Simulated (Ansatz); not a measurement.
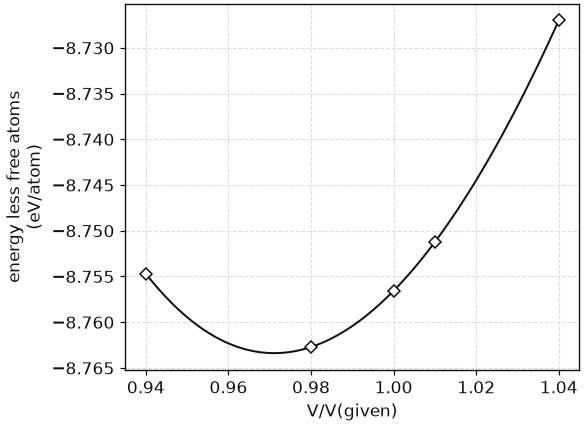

The picture above shows the energy less free atoms against V/V(given) for ZrB₂, space group P6/mmm (No. 191).

Starting cell:
```cif
data_structure
_symmetry_space_group_name_H-M 'P 1'
_symmetry_Int_Tables_number 1
_cell_length_a 3.1650
_cell_length_b 3.1650
_cell_length_c 3.5200
_cell_angle_alpha 90.000
_cell_angle_beta 90.000
_cell_angle_gamma 120.000
_cell_volume 30.54
loop_
_atom_site_label
_atom_site_type_symbol
_atom_site_fract_x
_atom_site_fract_y
_atom_site_fract_z
_atom_site_occupancy
Zr1 Zr 0.00000 0.00000 0.00000 1
B1 B 0.33333 0.66667 0.50000 1
B2 B 0.66667 0.33333 0.50000 1
```

Method: periodic Kohn-Sham DFT of a crystal at fixed atoms, scaled to the stated factor times the given cell; pressure positive in compression, energy less spherical unpolarised free atoms (Ansatz 0.2.0). Level: LDA.

| setting | value |
| --- | --- |
| method | all-electron LAPW |
| relativity | scalar |
| k mesh | 13×13×10 |
| occupations | Fermi–Dirac |
| smearing width | 0.03 eV |
| basis error target | 1 (meV/atom) |
| nucleus | Gaussian |

V(given) is 10.18 Å³/atom.

From this curve and the settings, what does the calculation give for the pressure at the same points?

The pressure falls from 9.0 GPa at V/V(given) 0.94 to −15.7 GPa at 1.04, and changes sign near 0.97.

| V/V(given) | pressure (GPa) |
| --- | --- |
| 0.94 | 9.0 |
| 0.98 | −2.4 |
| 1.00 | −7.3 |
| 1.01 | −9.5 |
| 1.04 | −15.7 |

Limits of the calculation: shape and atomic fractions are frozen while scaling, which makes layered, chain and framework solids too stiff.
